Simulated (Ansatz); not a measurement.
**What a change does: single-point calculation on Rh**

System: Rh (I4₁/amd, 2 atoms in the cell).
Method of run A: DFT, PBE, all-electron LAPW, scalar-relativistic, no spin polarisation (Ansatz 0.2.0).

Text and figures count atoms from 1; the logs count them from 0 in places.

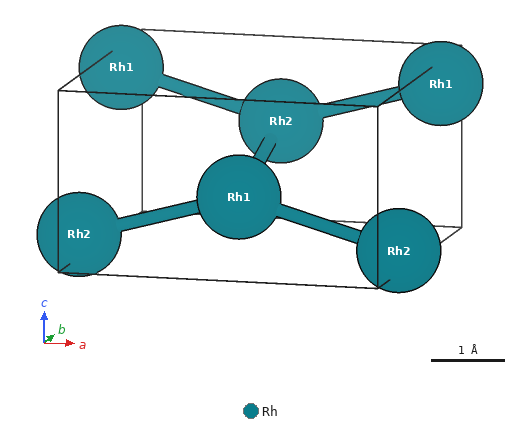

Figure 1. The input geometry (ball-and-stick view of the cell 2 times as large as that of the calculation, set on its symmetry axes, seen slightly off an axis; atoms are numbered from 1 in the order of the input). An atom can appear more than once, as a periodic image.

## The input, run A
```yaml
crystal:
  lattice:
    - [-2.2790406248, 2.2790406248, 1.2779229751]
    - [2.2790406248, -2.2790406248, 1.2779229751]
    - [2.2790406248, 2.2790406248, -1.2779229751]
  atoms:
    - { symbol: Rh, position: [-0.375, -0.125, -0.25] }
    - { symbol: Rh, position: [0.375, 0.125, 0.25] }
kpoints:
  mp_grid: { grid: [18, 18, 18] }
scf:
  occupations: { method: fermi_dirac, width: 0.08 }
hamiltonian:
  xc: pbe
  pseudopotentials: { kind: all_electron, lapw: { basis_error: 0.001 } }
output:
  forces: true
  stress: true
  eigenvalues: true
  populations: true
```

Command:
```bash
ansatz run input.yaml --threads 1 --pin off --max-ram 2048MiB --backend cpu --events-out ev --progress --plain --runs-dir out
```

Hardware: 1 thread of Arm Neoverse V1, 24 GiB of memory available, shared host.

## Output, shortened to warnings, some set-up lines, iterations and results (run A)
```
Basis set: ecut = 364.26025053447637 eV, 419 PW (Γ), FFT grids on a1+a2, a2, a3, exchange–correlation at level 2
Symmetry: 16 space group operations
k-points: 480 of 5832
Initial density: superposition of atomic densities (chi_scale 0.1, normalization cell)
[...]
SCF iter   1: F=—  HF=-260373.458799 eV  |F-HF|=—  |Δ(HF+E_count)|=         —  Δρ=4.76e-2  dr2=3.79e-1  ethr=5.73e-4  ⟨swp⟩=2.6  Hψ=116278  notcnv=0
SCF iter   2: F=—  HF=-260372.934409 eV  |F-HF|=—  |Δ(HF+E_count)|=   5.24e-1  Δρ=1.38e-2  dr2=2.92e-2  ethr=4.41e-5  ⟨swp⟩=2.0  Hψ=97908  notcnv=0
SCF iter   3: F=—  HF=-260372.919724 eV  |F-HF|=—  |Δ(HF+E_count)|=         —  Δρ=1.23e-2  dr2=2.75e-2  ethr=4.41e-5  ⟨swp⟩=2.0  Hψ=55648  notcnv=0
SCF iter   4: F=—  HF=-260372.919602 eV  |F-HF|=—  |Δ(HF+E_count)|=   1.22e-4  Δρ=5.35e-3  dr2=6.05e-3  ethr=4.17e-5  ⟨swp⟩=2.0  Hψ=54960  notcnv=0
SCF iter   5: F=—  HF=-260372.919835 eV  |F-HF|=—  |Δ(HF+E_count)|=   2.33e-4  Δρ=1.30e-3  dr2=4.71e-4  ethr=9.17e-6  ⟨swp⟩=2.0  Hψ=55653  notcnv=0
SCF iter   6: F=—  HF=-260372.919851 eV  |F-HF|=—  |Δ(HF+E_count)|=   1.60e-5  Δρ=3.22e-4  dr2=2.65e-5  ethr=7.14e-7  ⟨swp⟩=2.0  Hψ=55648  notcnv=0
SCF iter   7: F=—  HF=-260372.919847 eV  |F-HF|=—  |Δ(HF+E_count)|=   3.85e-6  Δρ=7.43e-5  dr2=1.05e-6  ethr=4.02e-8  ⟨swp⟩=2.0  Hψ=55644  notcnv=0
SCF iter   8: F=—  HF=-260372.919846 eV  |F-HF|=—  |Δ(HF+E_count)|=   3.68e-7  Δρ=1.87e-5  dr2=4.76e-8  ethr=1.59e-9  ⟨swp⟩=2.0  Hψ=55650  notcnv=0
SCF iter   9: F=-260372.919846 eV  HF=-260372.919846 eV  |F-HF|=9.90e-10  |Δ(HF+E_count)|=   1.03e-8  Δρ=5.05e-6  dr2=3.26e-9  ethr=7.22e-11  ⟨swp⟩=2.4  Hψ=55840  notcnv=0
SCF 1 converged in 9 iterations: F = -260372.919846 eV  dr2 = 3.26e-9
SCF converged after 9 iterations
Free energy (F): -260372.919846 eV
Harris-Foulkes:  -260372.919846 eV  (|F-HF|=9.90e-10)
Internal energy: -260372.869176 eV  (E = F + TS)
E sigma→0 (E₀):  -260372.894511 eV
Entropy (-TS):   -0.050670 eV (-25.335 meV/atom)
Fermi energy:    25.752869 eV
--- Per-component energies (eV) ---
  E_band       = -10918.669301
  E_kinetic    = 271262.115454
  E_xc         = -7565.237266
  E_electrostatic = -524069.747364  (all electrons and nuclei)
  E_smearing   = -0.050670  (= −TS)
  E_closure    = 0.000000  (closes the sum)
  E_atoms      = -260360.053172  (free atoms, spherical and without spin; not in F)
  Σ components = -260372.919846   (vs F -260372.919846, Δ=0.00e0)
  Basis errors (estimates in eV, not in F): energy 3.6e-4 per atom: plane waves 3.2e-4 (1.7e-4 summed), levels above the bands 8.3e-90, relativity 4.3e-8, radial functions 3.6e-5, core shells 5.5e-7; eigenvalues (radial functions only) 2.3e-6; not estimated: angular momenta, meshes, grids; target …
--- Forces (eV/Å), atoms counted from 1 ---
  atom   1  Rh    -0.00000000     0.00000000     0.00000000
  atom   2  Rh    -0.00000000     0.00000000     0.00000000
  max |Σ_I F_I| component: 9.71e-17 eV/Å
--- Stress (GPa, compression-positive) ---
       49.484272      -0.000000       0.000000
       -0.000000      49.484272       0.000000
        0.000000       0.000000      49.416131
  P = ⅓ Tr σ = 49.4616 GPa (494.616 kbar)
--- Löwdin populations: 2 sites ---
  site symbol       q [e]
     0     Rh     44.9222
     1     Rh     44.9222
  spilling = 0.001729 (of n_electrons = 90.000000)
```

For run B the input was changed thus:
```diff
-  pseudopotentials: { kind: all_electron, lapw: { basis_error: 0.001 } }
+  pseudopotentials: { kind: nc }
-  populations: true
```

How does run B compare with run A?

The total energies belong to different models, so their difference says nothing on which is more stable or more accurate. The pressure goes from 49.46 to 49.69 GPa. The SCF takes 7 iterations against 9. The plane waves at Γ go from 419 to 2499. On the same kind of shared host run B took about 0.32 times as long.

## Output, shortened to warnings, some set-up lines, iterations and results (run B)
```
Basis set: ecut = 1197.300995 eV, 2499 PW (Γ), exchange–correlation on 80×80×80 points (8 copies of the dense FFT grid, shifted against one another)
Symmetry: 16 space group operations
k-points: 480 of 5832
Initial density: superposition of atomic densities (chi_scale 0.1, normalization cell)
[...]
SCF iter   1: F=—  HF=-6380.118583 eV  |F-HF|=—  |Δ(HF+E_count)|=         —  Δρ=9.48e-2  dr2=1.80e0  ethr=3.10e-3  ⟨swp⟩=8.1  Hψ=56602  notcnv=0
SCF iter   2: F=—  HF=-6379.657986 eV  |F-HF|=—  |Δ(HF+E_count)|=   4.61e-1  Δρ=4.03e-2  dr2=2.78e-1  ethr=3.10e-3  ⟨swp⟩=3.7  Hψ=21541  notcnv=0
SCF iter   3: F=—  HF=-6379.591856 eV  |F-HF|=—  |Δ(HF+E_count)|=   6.61e-2  Δρ=9.48e-3  dr2=7.66e-3  ethr=8.19e-4  ⟨swp⟩=3.0  Hψ=17603  notcnv=0
SCF iter   4: F=—  HF=-6379.592542 eV  |F-HF|=—  |Δ(HF+E_count)|=   6.86e-4  Δρ=9.96e-4  dr2=1.03e-4  ethr=2.25e-5  ⟨swp⟩=2.4  Hψ=18176  notcnv=0
SCF iter   5: F=—  HF=-6379.592579 eV  |F-HF|=—  |Δ(HF+E_count)|=   3.61e-5  Δρ=2.31e-4  dr2=5.50e-6  ethr=3.03e-7  ⟨swp⟩=2.7  Hψ=18776  notcnv=0
SCF iter   6: F=—  HF=-6379.592581 eV  |F-HF|=—  |Δ(HF+E_count)|=   2.83e-6  Δρ=3.58e-5  dr2=1.93e-7  ethr=1.62e-8  ⟨swp⟩=2.4  Hψ=16471  notcnv=0
SCF iter   7: F=-6379.592581 eV  HF=-6379.592581 eV  |F-HF|=5.63e-10  |Δ(HF+E_count)|=   3.57e-8  Δρ=7.38e-6  dr2=4.56e-9  ethr=2.94e-10  ⟨swp⟩=9.2  Hψ=58016  notcnv=0
SCF 1 converged in 7 iterations: F = -6379.592581 eV  dr2 = 4.56e-9
SCF converged after 7 iterations
Free energy (F): -6379.592581 eV
Harris-Foulkes:  -6379.592581 eV  (|F-HF|=5.63e-10)
Internal energy: -6379.541906 eV  (E = F + TS)
E sigma→0 (E₀):  -6379.567244 eV
Entropy (-TS):   -0.050675 eV (-25.338 meV/atom)
Fermi energy:    23.783133 eV
--- Per-component energies (eV) ---
  E_band       = -128.629521
  E_kinetic    = 2125.277249
  E_local      = -4133.555088  (includes V_loc(G=0)·N_el)
  E_nonlocal   = 630.969649
  E_hartree    = 1053.749702
  E_xc         = -1033.347333
  E_vxc        = -858.820486  (∫ρ·V_xc dr)
  E_ewald      = -5022.636084
  E_smearing   = -0.050675  (= −TS)
  E_closure    = 0.000000  (closes the sum)
  Σ components = -6379.592581   (vs F -6379.592581, Δ=0.00e0)
--- Forces (eV/Å), atoms counted from 1 ---
  atom   1  Rh    -0.00000000    -0.00000000     0.00000000
  atom   2  Rh    -0.00000000    -0.00000000     0.00000000
  max |Σ_I F_I| component: 2.22e-16 eV/Å
--- Stress (GPa, compression-positive) ---
       49.748892       0.000000      -0.000000
        0.000000      49.748892      -0.000000
        0.000000      -0.000000      49.567224
  P = ⅓ Tr σ = 49.6883 GPa (496.883 kbar)
```

## The two runs side by side

```csv
quantity,run A,run B
outcome,converged,converged
free energy per atom (eV),−130186.4599,−3189.7963
"energy per atom, smearing taken to zero (eV)",−130186.4473,−3189.7836
pressure (GPa),49.46,49.69
largest force (eV/Å),0.000,0.000
SCF iterations,9,7
irreducible k-points,480,480
plane waves at Γ,419,2499
wall time (shared host),3.8 min,73 s
```

For run A: The cell is under a pressure of 49 GPa at this level, so it is not at its equilibrium volume. For run B: The cell is under a pressure of 50 GPa at this level, so it is not at its equilibrium volume.
